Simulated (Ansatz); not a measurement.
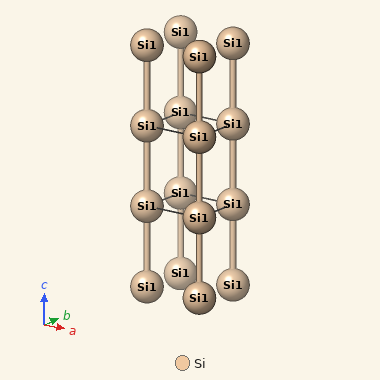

The system is Si (P6/mmm, No. 191; 1 atom in the cell); the picture shows the reference structure. 
- The cell is strained homogeneously, by one strain along x and y and another along z, with fractional coordinates fixed (x along [1 0 0], z along [0 0 1] of the conventional cell).
- The first coordinate is: strain along x and y; the second: strain along z.
- Grid: 5 × 5 points.
- Energies are in meV/atom, from the lowest grid point.
- The reference cell is the one listed in the database, not relaxed at this level.
- All numbers below come from DFT r2SCAN, scalar-relativistic, plane waves, PAW (Ansatz 0.2.0). Settings: cutoff 500 eV, k-mesh 24×24×20 in the order of the run's cell vectors, gaussian smearing 0.15 eV, no spin polarisation.

Its coordinates:

```yaml
crystal:
  lattice:
    - [2.62054, 0.00000, 0.00000]
    - [-1.31027, 2.26946, 0.00000]
    - [0.00000, 0.00000, 2.46635]
  atoms:
    - { symbol: Si, position: [0.00000, 0.00000, 0.00000] }
```

Range: strain along x and y from −5.0 to 5.0 %; strain along z from −5.0 to 5.0 %.

Q: What will the energy surface look like?

A: The lowest grid point is at strain along x and y = 0.0 %, strain along z = 0.0 %. No other kind of well shows on this grid. The highest grid point, strain along x and y = −5.0 %, strain along z = −5.0 %, lies 176 meV/atom above the lowest. Round the minimum the valley is somewhat tilted: raising strain along x and y shifts the best value of strain along z downwards (coupling k₁₂/√(k₁₁k₂₂) about 0.2).

| strain along z ↓, strain along x and y → | −5.0 | −2.5 | 0.0 | 2.5 | 5.0 |
| --- | --- | --- | --- | --- | --- |
| 5.0 | 106 | 43 | 23 | 36 | 76 |
| 2.5 | 96 | 29 | 4 | 14 | 51 |
| 0.0 | 102 | 29 | 0 | 6 | 39 |
| −2.5 | 127 | 48 | 14 | 15 | 41 |
| −5.0 | 176 | 92 | 51 | 44 | 66 |

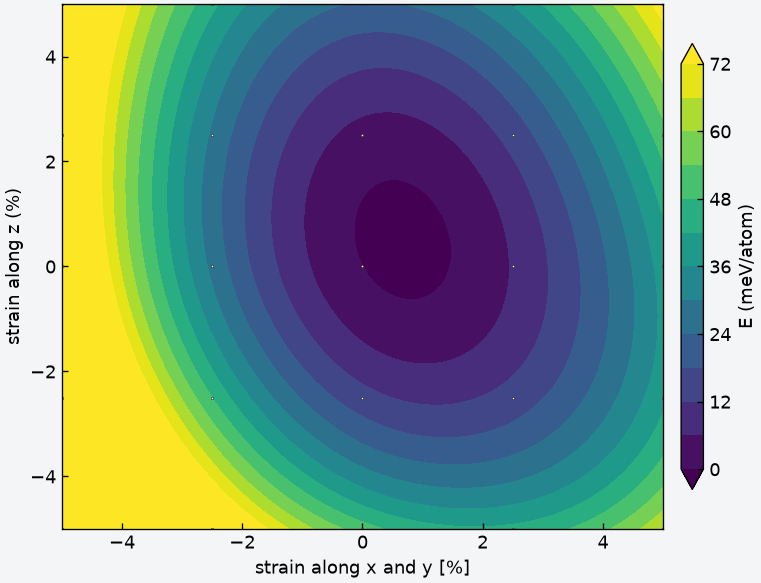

Drawn: filled contours, dots at the grid points, one colour for all values above the top of the scale. Between grid points the surface is interpolated.
